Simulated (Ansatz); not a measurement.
# Li₂S: 5 runs along one coordinate

System: Li₂S (Fm-3m, 3 atoms in the cell).
Method: Kohn-Sham DFT of a periodic cell, PBE, Ansatz PAW, no spin polarisation (Ansatz 0.2.0).

The 5 runs differ only in the geometry, by an even scaling of the cell at fixed fractional positions. The structure derives from an entry of the Crystallography Open Database.

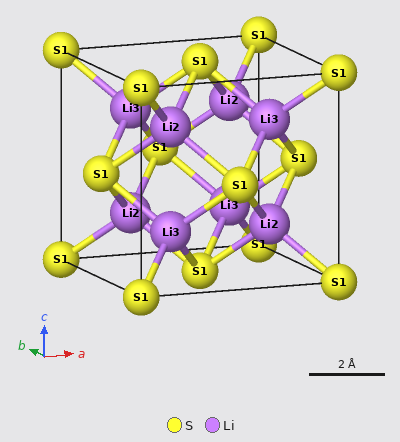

Figure 1. The structure of run 3 (ball-and-stick view of the cell 4 times as large as that of the calculation, set on its symmetry axes, seen slightly off an axis; atoms are numbered from 1 in the order of the input).

## Input of run 3
```yaml
crystal:
  lattice:
    - [0.0, 2.8633382973, 2.8633382973]
    - [2.8633382973, 0.0, 2.8633382973]
    - [2.8633382973, 2.8633382973, 0.0]
  atoms:
    - { symbol: S, position: [0.0, 0.0, 0.0] }
    - { symbol: Li, position: [0.75, 0.75, 0.75] }
    - { symbol: Li, position: [0.25, 0.25, 0.25] }
hamiltonian:
  xc: pbe
  pseudopotentials: { kind: paw }
kpoints:
  mp_grid: { grid: [8, 8, 8] }
scf:
  occupations: { method: fermi_dirac, width: 0.05 }
output:
  forces: true
  stress: true
  eigenvalues: true
```

Command:
```bash
ansatz run input.yaml --threads 2 --pin off --max-ram 5120MiB --backend cpu --events-out ev --progress --plain --runs-dir out
```

Run 4 differs from it as follows:
```diff
-    - [0.0, 2.8633382973, 2.8633382973]
-    - [2.8633382973, 0.0, 2.8633382973]
-    - [2.8633382973, 2.8633382973, 0.0]
+    - [0.0, 2.8819319242, 2.8819319242]
+    - [2.8819319242, 0.0, 2.8819319242]
+    - [2.8819319242, 2.8819319242, 0.0]
```

## Results, with one run withheld

| run | volume per atom (Å³) | free energy per atom, from the lowest run given (meV) | pressure (GPa) | gap on the mesh (eV) |
| --- | --- | --- | --- | --- |
| 1 | 14.423 | 10.02 | 3.30 | 3.34 |
| 2 | 15.037 | 1.45 | 1.25 | 3.37 |
| 3 | 15.650 | 0.00 | −0.44 | 3.40 |
| 4 | 15.957 | ? | ? | ? |
| 5 | 16.264 | 4.43 | −1.83 | 3.42 |

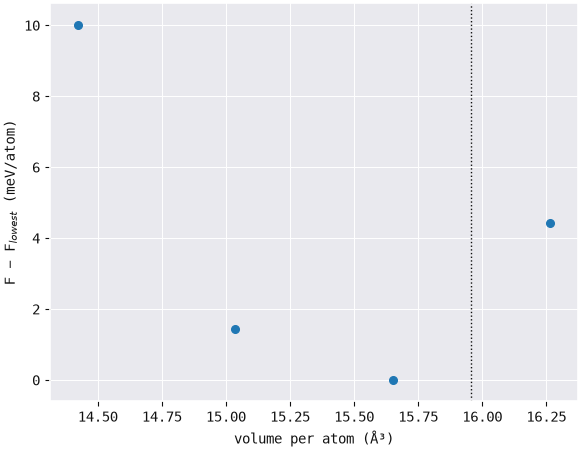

Figure 2. Free energy per atom of the runs given; the dotted line marks run 4.

Fit the runs given and predict run 4.

A quadratic polynomial in V^(−2/3) (the Birch–Murnaghan form), fitted to the 4 runs given, misses them by at most 0.01 meV per atom. With x = V^(−2/3) − 0.16213 Å⁻², it reads F = −0.016162 + 381.11 x + 1.7026e+05 x² (meV per atom). At run 4 it gives 1.56 meV per atom, and the run itself gives 1.55. The slope of the fit gives a pressure −dF/dV of −1.16 GPa there, and the run prints −1.17 GPa. The fit has its minimum at 15.478 Å³ per atom, where V d²F/dV² gives 40.6 GPa: the bulk modulus at this level, since symmetry fixes the shape and the positions. The gap on the mesh goes, without turning, from 3.34 eV in run 1 to 3.42 eV in run 5; run 4 has 3.41 eV. These are gaps of this functional on this mesh, which can miss the band edges; they aren't the measured gap.

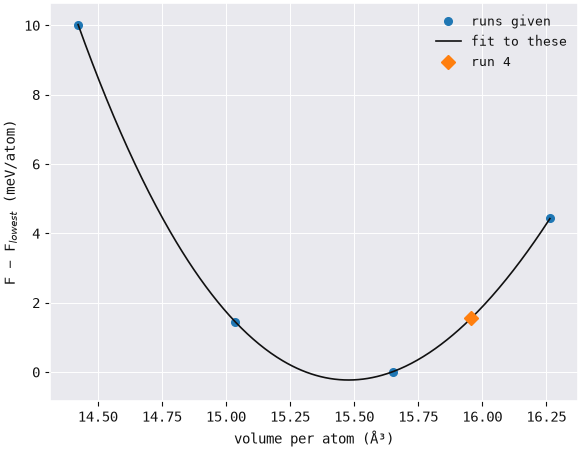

Figure 3. The fit and the withheld run.

## Output, shortened to warnings, some set-up lines, iterations and results (run 4)
```
Basis set: ecut = 420 eV, 941 PW (Γ), exchange–correlation on 60×60×60 points (8 copies of the dense FFT grid, shifted against one another)
Symmetry: 48 space group operations
k-points: 29 of 512
Initial density: superposition of atomic densities (neutral atoms: chi_scale 0, normalization atom), corrected by the library's trained network
[...]
SCF iter   1: F=—  HF=-1315.501072 eV  |F-HF|=—  |Δ(HF+E_count)|=         —  Δρ=3.58e-4  dr2=6.89e-5  ethr=1.77e-3  ⟨swp⟩=5.0  Hψ=1808  notcnv=0
SCF iter   2: F=—  HF=-1315.500925 eV  |F-HF|=—  |Δ(HF+E_count)|=   1.47e-4  Δρ=3.45e-4  dr2=9.41e-5  ethr=5.74e-7  ⟨swp⟩=2.2  Hψ=652  notcnv=0
SCF iter   3: F=—  HF=-1315.500912 eV  |F-HF|=—  |Δ(HF+E_count)|=   1.25e-5  Δρ=1.59e-4  dr2=1.75e-5  ethr=5.74e-7  ⟨swp⟩=2.3  Hψ=380  notcnv=0
SCF iter   4: F=—  HF=-1315.500927 eV  |F-HF|=—  |Δ(HF+E_count)|=   1.46e-5  Δρ=7.02e-5  dr2=3.88e-6  ethr=1.46e-7  ⟨swp⟩=2.0  Hψ=406  notcnv=0
SCF iter   5: F=—  HF=-1315.500926 eV  |F-HF|=—  |Δ(HF+E_count)|=   9.93e-7  Δρ=3.19e-5  dr2=7.99e-7  ethr=3.24e-8  ⟨swp⟩=1.8  Hψ=368  notcnv=0
SCF iter   6: F=-1315.500925 eV  HF=-1315.500925 eV  |F-HF|=6.36e-8  |Δ(HF+E_count)|=   2.31e-7  Δρ=1.03e-5  dr2=8.40e-8  ethr=8.33e-10  ⟨swp⟩=2.2  Hψ=1000  notcnv=0
SCF 1 converged in 6 iterations: F = -1315.500925 eV  dr2 = 8.40e-8
SCF converged after 6 iterations
Free energy (F): -1315.500925 eV
Harris-Foulkes:  -1315.500925 eV  (|F-HF|=6.36e-8)
Internal energy: -1315.500925 eV  (E = F + TS)
E sigma→0 (E₀):  -1315.500925 eV
Fermi energy:    3.833205 eV
--- Per-component energies (eV) ---
  E_band       = -180.517274
  E_kinetic    = 151.966442
  E_local      = -375.084701  (includes V_loc(G=0)·N_el)
  E_nonlocal   = -38.156129
  E_hartree    = 114.052887
  E_xc         = -119.925988
  E_vxc        = -116.857019  (∫ρ·V_xc dr)
  E_paw        = -642.464339  (= ΣΔE_a)
  E_vpaw       = -30.488587  (= ΣTr[D̂ρ^β])
  E_aug_tail   = 0.000046  (compensation charges beyond the density's cutoff)
  E_ewald      = -405.889144
  E_smearing   = -0.000000  (= −TS)
  E_closure    = -0.000000  (closes the sum)
  Σ components = -1315.500925   (vs F -1315.500925, Δ=0.00e0)
--- Forces (eV/Å), atoms counted from 1 ---
  atom   1  S     -0.00000000     0.00000000    -0.00000000
  atom   2  Li     0.00000000    -0.00000000     0.00000000
  atom   3  Li     0.00000000    -0.00000000     0.00000000
  max |Σ_I F_I| component: 3.70e-17 eV/Å
--- Stress (GPa, compression-positive) ---
       -1.166957       0.000000      -0.000000
        0.000000      -1.166957       0.000000
       -0.000000      -0.000000      -1.166957
  P = ⅓ Tr σ = -1.1670 GPa (-11.670 kbar)
```
